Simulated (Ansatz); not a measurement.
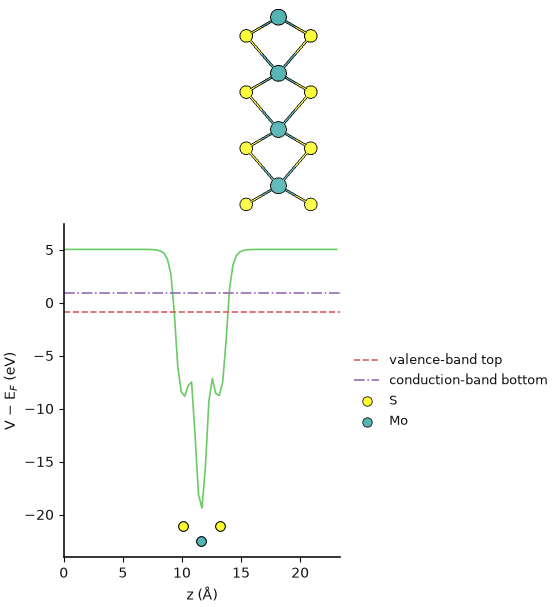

Plane-averaged electrostatic potential energy of an electron across the slab; circles at the bottom mark the heights of the atoms. The structure is drawn too.

Calculation on a (001) slab cut from MoS2 (R3m), ended by S planes, 12 atoms in the cell, the slab at its places in the relaxed adsorbed structure.

Level of theory: DFT PBE+D3(BJ), scalar-relativistic, plane waves, PAW, no spin polarisation, 3×3×1 k mesh, Gaussian smearing of 0.05 eV; code Ansatz 0.2.0.

> What are the ionisation potential and the electron affinity of the slab?

From the vacuum level at the right face the ionisation potential is 5.92 eV and the electron affinity 4.14 eV; the left face gives the same. The slab's gap, their difference before rounding, is 1.78 eV. The two vacuum levels agree, so the slab has no net dipole along its normal.

> How thick are slab and vacuum?

The outermost atoms are 3.1 Å apart, which leaves 20.2 Å of vacuum in a cell 23.4 Å high.
